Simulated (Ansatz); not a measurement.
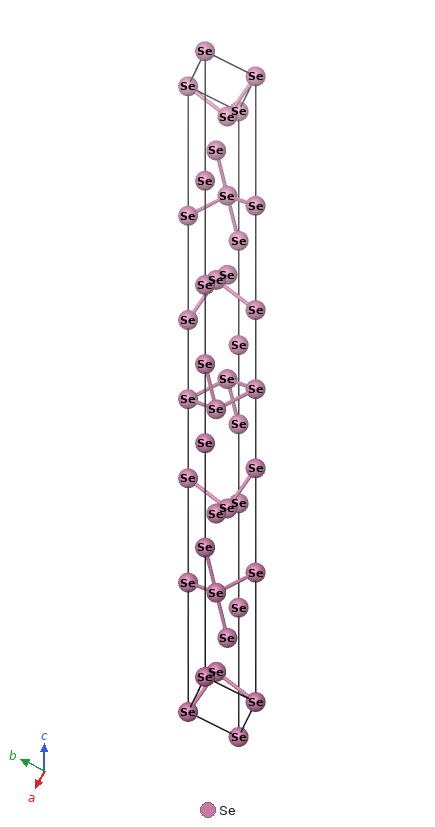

Crystal structure, ball-and-stick style, seen from a general direction. The parallelepiped is the conventional unit cell.

Se, space group R-3m (No. 166), a = 3.76 Å, b = 3.76 Å, c = 39.02 Å, α = 90.00°, β = 90.00°, γ = 120.00°.

The calculation: DFT PBE, scalar-relativistic, plane waves, PAW (Ansatz), with 420 eV cutoff, k-points about 0.16 Å⁻¹ apart, Gaussian smearing of 0.01 eV, no spin polarisation.

Question: Metal or not?

Answer: A semiconductor at this level, with a gap of 0.32 eV on the k-mesh (the true edges may lie between mesh points, so the gap can be somewhat smaller).

The cell started as a structure type filled with this element by a generator (whether the element takes this form wasn't checked). What is shown is the relaxed result from DFT PBE, scalar-relativistic, plane waves, PAW (Ansatz 0.2.0).
